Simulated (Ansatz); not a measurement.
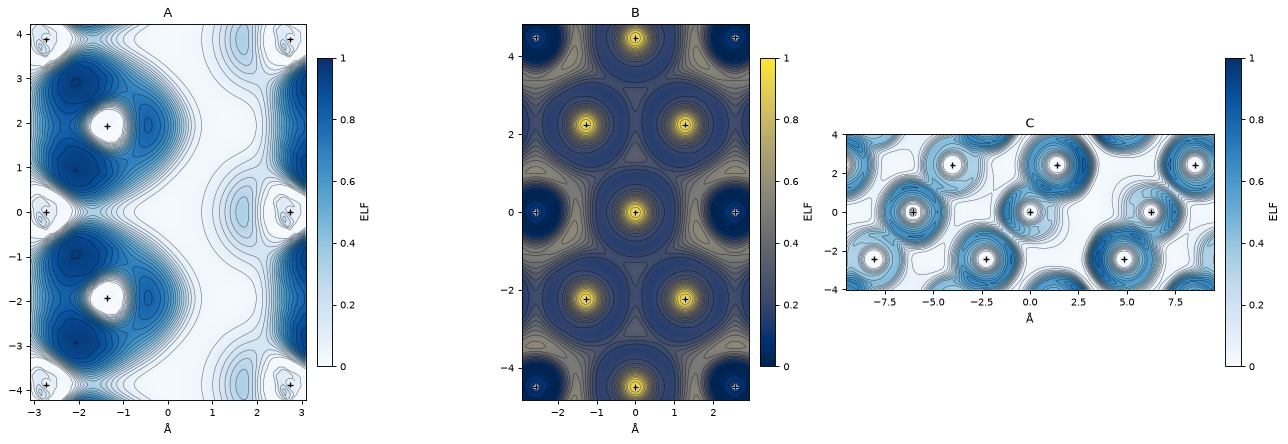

The electron localisation function of 3 systems, each on a plane through atoms (crosses mark nuclei in the plane).

Theory: DFT r2SCAN, scalar-relativistic, plane waves, PAW (Ansatz).

System 1: AlP, the (011) plane of the conventional cell. Space group F-43m.

```
CELL_PARAMETERS angstrom
5.47852 0.00000 0.00000
0.00000 0.00000 -5.47852
0.00000 5.47852 0.00000
ATOMIC_POSITIONS crystal
Al 0.50000 0.50000 0.00000
Al 0.00000 0.50000 0.50000
Al 0.00000 0.00000 0.00000
Al 0.50000 0.00000 0.50000
P 0.25000 0.75000 0.25000
P 0.75000 0.75000 0.75000
P 0.75000 0.25000 0.25000
P 0.25000 0.25000 0.75000
```

System 2: Ge2Sb2Te5, the (110) plane of the conventional cell. Space group P-3m1; a structure from a database of computed crystals, not necessarily the ambient phase.

```
CELL_PARAMETERS angstrom
4.22693 0.00000 0.00000
-2.11347 3.66063 0.00000
0.00000 0.00000 18.31746
ATOMIC_POSITIONS crystal
Ge 0.00000 0.00000 0.32931
Ge 0.00000 0.00000 0.67069
Sb 0.33333 0.66667 0.11087
Sb 0.66667 0.33333 0.88913
Te 0.00000 0.00000 0.00000
Te 0.33333 0.66667 0.79411
Te 0.66667 0.33333 0.20589
Te 0.33333 0.66667 0.40572
Te 0.66667 0.33333 0.59428
```

System 3: AlCu3, the (100) plane of the conventional cell. Space group Pmmn; a structure from a database of computed crystals, not necessarily the ambient phase; computed without spin polarisation.

```xyz
8
Lattice="4.1882 0.0000 0.0000 0.0000 5.1300 0.0000 0.0000 0.0000 4.4851" Properties=species:S:1:pos:R:3 pbc="T T T"
Al    0.0000    0.0000    2.9802
Al    2.0941    2.5650    1.5049
Cu    0.0000    2.5650    2.9923
Cu    2.0941    0.0000    1.4928
Cu    0.0000    1.2871    0.7347
Cu    0.0000    3.8429    0.7347
Cu    2.0941    1.2779    3.7503
Cu    2.0941    3.8521    3.7503
```

### Match each panel to its system.

Panel A is system 1, AlP: the plane holds Al and P. Al–P (2.37 Å): the ELF peaks at about 0.95 between the atoms: a shared electron pair. Panel B is system 3, AlCu3: the plane holds Al and Cu. Cu–Cu (2.57 Å): the ELF is about 0.25 at the midpoint (no localised pair shows between them). Panel C is system 2, Ge2Sb2Te5: the plane holds Ge, Sb and Te. Ge–Te (2.81 Å): the ELF peaks at about 0.70 in the valence shell of Te, 1.3 Å from its nucleus, and is about 0.70 at the midpoint.
